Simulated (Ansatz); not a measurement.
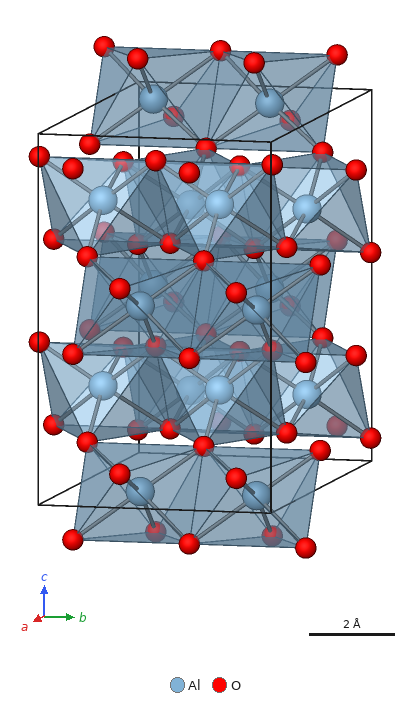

*The structure (polyhedral view of the cell of the calculation, seen slightly off an axis; polyhedra are completed across the faces of the cell). An atom can appear more than once, as a periodic image.*

Run report: AlO2, single-point calculation (part 1 of 2)

System: AlO2 (Pnma, 48 atoms in the cell).
Method: DFT PBE, scalar-relativistic, plane waves, PAW, no spin polarisation (Ansatz 0.2.0).

The structure derives from an entry of the Crystallography Open Database.

### The program's output
```
Engine: ansatz 0.2.0, aarch64-unknown-linux-gnu
Pseudopotentials: kind: paw
Pseudopotential: Al, paw, valence charge 3, recommended cutoff 420 eV (normal), Al.paw.azcp
Pseudopotential: O, paw, valence charge 6, recommended cutoff 420 eV (normal), O.paw.azcp
Functional definition: PBE
  parameter kappa = 0.804
  parameter beta = 0.06672455060314922
  exchange = pbe_x(kappa = kappa, mu = beta*pi^2/3)
  correlation = pbe_c(beta = beta)
Crystal: 48 atoms, lattice volume = 473.994 Å³
Basis set: ecut = 420 eV, 9277 PW (Γ), exchange–correlation on 128×80×120 points (8 copies of the dense FFT grid, shifted against one another)
Bands: 168, of which v1, the nominal top of the filled ones, is band 120 counted from 1 (119 counted from 0)
Symmetry: 32 space group operations
Space group: Pnma (ITA 62), of the structure as read, at distance tolerance 7.8e-5 Å
k-points: 4
Non-local potential: Al, projectors of the file, l = 0: 2, l = 1: 2, l = 2: 1
Non-local potential: O, projectors of the file, l = 0: 2, l = 1: 2, l = 2: 1
PAW form: soft (Blöchl's): semilocal exchange-correlation on the pseudo side does not see the compensation charge
PAW one-centre angular grid: Al, 110 points (default); XC on 64 Gauss nodes
PAW one-centre angular grid: O, 110 points (default); XC on 64 Gauss nodes
Initial density: superposition of atomic densities (neutral atoms: chi_scale 0, normalization atom), corrected by the library's trained network
Initial wavefunctions: pseudopotential atomic-orbital guess
Functional: x = pbe(κ = 0.804, μ = 0.2195149727645171), c = pbe(β = 0.06672455060314922)
SCF iter   1: F=—  HF=-26776.447149 eV  |F-HF|=—  |Δ(HF+E_count)|=         —  Δρ=1.14e-2  dr2=1.98e-1  ethr=1.77e-3  ⟨swp⟩=6.5  Hψ=3033  notcnv=0  defer=73
preconditioner: auto → Kerker (q_TF=auto, 2.436 Å⁻¹)  [metal: Δε(μ)=0.007 eV  Ē_g=15.858 eV  σ=0.050 eV  W_gap=0.08  n_scr=120 (ndim 8)  ℏωp=26.4 eV  f_vac=0.010  D(μ)=40.39/eV (n_scr^D=478)]
SCF iter   2: F=—  HF=-26776.410942 eV  |F-HF|=—  |Δ(HF+E_count)|=   3.62e-2  Δρ=5.47e-3  dr2=5.69e-2  ethr=8.26e-5  ⟨swp⟩=1.0  Hψ=776  notcnv=0  defer=116
SCF iter   3: F=—  HF=-26776.403216 eV  |F-HF|=—  |Δ(HF+E_count)|=   7.73e-3  Δρ=2.46e-3  dr2=1.04e-2  ethr=2.37e-5  ⟨swp⟩=2.0  Hψ=996  notcnv=0  defer=116
SCF iter   4: F=—  HF=-26776.402263 eV  |F-HF|=—  |Δ(HF+E_count)|=   9.54e-4  Δρ=3.97e-4  dr2=7.37e-4  ethr=4.32e-6  ⟨swp⟩=1.0  Hψ=515  notcnv=0  defer=116
SCF iter   5: F=—  HF=-26776.402432 eV  |F-HF|=—  |Δ(HF+E_count)|=   1.70e-4  Δρ=5.14e-4  dr2=7.32e-4  ethr=3.07e-7  ⟨swp⟩=1.0  Hψ=515  notcnv=0  defer=116
SCF iter   6: F=—  HF=-26776.402372 eV  |F-HF|=—  |Δ(HF+E_count)|=   6.08e-5  Δρ=3.16e-4  dr2=2.93e-4  ethr=3.05e-7  ⟨swp⟩=1.0  Hψ=515  notcnv=0  defer=116
SCF iter   7: F=—  HF=-26776.402348 eV  |F-HF|=—  |Δ(HF+E_count)|=   2.34e-5  Δρ=7.27e-5  dr2=1.53e-5  ethr=1.22e-7  ⟨swp⟩=1.0  Hψ=515  notcnv=0  defer=116
SCF iter   8: F=—  HF=-26776.401677 eV  |F-HF|=—  |Δ(HF+E_count)|=   6.71e-4  Δρ=1.38e-5  dr2=8.13e-7  ethr=6.39e-9  ⟨swp⟩=2.5  Hψ=988  notcnv=0  defer=116
SCF iter   9: F=—  HF=-26776.401677 eV  |F-HF|=—  |Δ(HF+E_count)|=   3.83e-8  Δρ=1.64e-5  dr2=7.80e-7  ethr=3.39e-10  ⟨swp⟩=2.5  Hψ=964  notcnv=0  defer=116
SCF iter  10: F=-26776.401677 eV  HF=-26776.401677 eV  |F-HF|=5.84e-9  |Δ(HF+E_count)|=   8.56e-8  Δρ=1.45e-6  dr2=9.54e-9  ethr=4.17e-11  ⟨swp⟩=18.8  Hψ=3811  notcnv=0
SCF 1 converged in 10 iterations: F = -26776.401677 eV  dr2 = 9.54e-9
  greatest PAW one-centre occupation: 0.873 electrons in one spin orbital (limit 2), on the O atom at site 43 (counted from 0), in its partial waves of l = 0
```

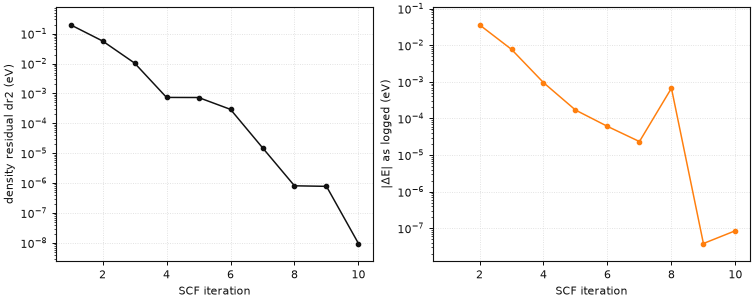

*Convergence of the self-consistent field: density residual dr2 and size of the energy change against the SCF iteration.*

The residual falls at every step.

```
SCF converged after 10 iterations
Free energy (F): -26776.401677 eV
Harris-Foulkes:  -26776.401677 eV  (|F-HF|=5.84e-9)
Internal energy: -26776.330469 eV  (E = F + TS)
E sigma→0 (E₀):  -26776.366073 eV
Entropy (-TS):   -0.071208 eV (-1.483 meV/atom)
Fermi energy:    4.835607 eV
--- Per-component energies (eV) ---
  E_band       = -339.039609
  E_kinetic    = 6023.206669
  E_local      = -11359.405659  (includes V_loc(G=0)·N_el)
  E_nonlocal   = 1688.948050
  E_hartree    = 3994.230625
  E_xc         = -3004.019160
  E_vxc        = -3485.843775  (∫ρ·V_xc dr)
  E_paw        = -12530.804582  (= ΣΔE_a)
  E_vpaw       = -1194.481347  (= ΣTr[D̂ρ^β])
  E_aug_tail   = 0.077459  (compensation charges beyond the density's cutoff)
  E_ewald      = -11588.563872
  E_smearing   = -0.071208  (= −TS)
  E_closure    = -0.000000  (closes the sum)
  Σ components = -26776.401677   (vs F -26776.401677, Δ=0.00e0)
--- Forces (eV/Å), atoms counted from 1 ---
  atom   1  Al    -0.78656190     0.00000000     0.45125146
  atom   2  Al    -0.78656190    -0.00000000     0.45125146
  atom   3  Al    -0.78656190     0.00000000     0.45125146
  atom   4  Al    -0.78656190     0.00000000     0.45125146
  atom   5  Al     0.78656190    -0.00000000    -0.45125146
  atom   6  Al     0.78656190     0.00000000    -0.45125146
  atom   7  Al     0.78656190     0.00000000    -0.45125146
  atom   8  Al     0.78656190    -0.00000000    -0.45125146
  atom   9  Al     0.78656190     0.00000000     0.45125146
  atom  10  Al     0.78656190    -0.00000000     0.45125146
  atom  11  Al     0.78656190     0.00000000     0.45125146
  atom  12  Al     0.78656190     0.00000000     0.45125146
  atom  13  Al    -0.78656190    -0.00000000    -0.45125146
  atom  14  Al    -0.78656190     0.00000000    -0.45125146
  atom  15  Al    -0.78656190     0.00000000    -0.45125146
  atom  16  Al    -0.78656190    -0.00000000    -0.45125146
  atom  17  O     -0.43798458     0.00000000     0.55923298
  atom  18  O     -0.43798458     0.00000000     0.55923298
  atom  19  O     -0.43798458     0.00000000     0.55923298
  atom  20  O     -0.43798458     0.00000000     0.55923298
  atom  21  O      0.43798458     0.00000000    -0.55923298
  atom  22  O      0.43798458    -0.00000000    -0.55923298
  atom  23  O      0.43798458    -0.00000000    -0.55923298
  atom  24  O      0.43798458    -0.00000000    -0.55923298
  atom  25  O      0.43798458     0.00000000     0.55923298
  atom  26  O      0.43798458     0.00000000     0.55923298
  atom  27  O      0.43798458     0.00000000     0.55923298
  atom  28  O      0.43798458     0.00000000     0.55923298
  atom  29  O     -0.43798458    -0.00000000    -0.55923298
  atom  30  O     -0.43798458    -0.00000000    -0.55923298
  atom  31  O     -0.43798458    -0.00000000    -0.55923298
  atom  32  O     -0.43798458     0.00000000    -0.55923298
  atom  33  O      0.34009009     0.00000000     1.18665049
  atom  34  O      0.34009009    -0.00000000     1.18665049
  atom  35  O      0.34009009    -0.00000000     1.18665049
  atom  36  O      0.34009009    -0.00000000     1.18665049
  atom  37  O     -0.34009009    -0.00000000    -1.18665049
  atom  38  O     -0.34009009    -0.00000000    -1.18665049
  atom  39  O     -0.34009009     0.00000000    -1.18665049
  atom  40  O     -0.34009009     0.00000000    -1.18665049
  atom  41  O     -0.34009009     0.00000000     1.18665049
  atom  42  O     -0.34009009    -0.00000000     1.18665049
  atom  43  O     -0.34009009    -0.00000000     1.18665049
  atom  44  O     -0.34009009    -0.00000000     1.18665049
  atom  45  O      0.34009009     0.00000000    -1.18665049
  atom  46  O      0.34009009     0.00000000    -1.18665049
  atom  47  O      0.34009009     0.00000000    -1.18665049
  atom  48  O      0.34009009     0.00000000    -1.18665049
  max |Σ_I F_I| component: 1.33e-15 eV/Å
--- Band table (eV) ---
  k-point 0: bands = ["-13.8327", "-13.1793", "-13.1793", "-13.1753", "-12.9411", "-12.4968", "-12.4968", "-12.1912", "-12.1912", "-12.1195", "-12.1195", "-11.9740", "-11.9740", "-11.9640", "-11.9640", "-11.9290", "-11.9290", "-11.8144", "-11.7354", "-11.6405", "-11.4441", "-11.4441", "-11.3861", "-11.3861", "-11.2326", "-11.2326", "-11.1841", "-11.1695", "-11.1695", "-11.1662", "-11.1662", "-10.9483", "-1.0999", "-0.8528", "-0.8528", "-0.6539", "-0.6539", "-0.6193", "-0.6193", "-0.5132",
      "-0.2961", "-0.2961", "0.1089", "0.1089", "0.3085", "0.3085", "0.5339", "0.6599", "0.6599", "0.6921", "0.6921", "0.9749", "0.9749", "0.9887", "0.9887", "1.1651", "1.2508", "1.2508", "1.3677", "1.3677", "1.4276", "1.4894", "1.7460", "1.7460", "1.8644", "1.8966", "1.8966", "2.1049", "2.1049", "2.3778", "2.5653", "2.6204", "2.6204", "2.9011", "2.9283", "3.0603", "3.0603", "3.1621", "3.1621", "3.1888",
      "3.1888", "3.3246", "3.3440", "3.3440", "3.4253", "3.4840", "3.5181", "3.5181", "3.5663", "3.5663", "3.5840", "3.5840", "3.7240", "3.7240", "3.7347", "3.7347", "3.7472", "3.7704", "3.7704", "3.8228", "3.8228", "3.8623", "3.9531", "3.9556", "4.0483", "4.0483", "4.2221", "4.2221", "4.3412", "4.3412", "4.4332", "4.4332", "4.5226", "4.5746", "4.5746", "4.7439", "4.7439", "4.8025", "4.8028", "4.8282",
      "4.8282", "4.8379", "4.8379", "4.8689", "4.8689", "5.1526", "5.2251", "5.2281", "11.7279", "13.7902", "13.7902", "13.8549", "14.3980", "14.5826", "14.9860", "14.9860", "15.2970", "15.2970", "15.3290", "15.3290", "15.3723", "15.3723", "15.6260", "15.6260", "15.6582", "15.8615", "15.8615", "16.1251", "16.1251", "16.2254", "16.4594", "16.4594", "16.5408", "16.9398", "16.9398", "16.9571", "17.0208", "17.0208", "17.2196", "17.2196",
      "17.8565", "17.8565", "18.1487", "18.1487", "18.1916", "18.6442", "18.6442", "18.8273"]
```
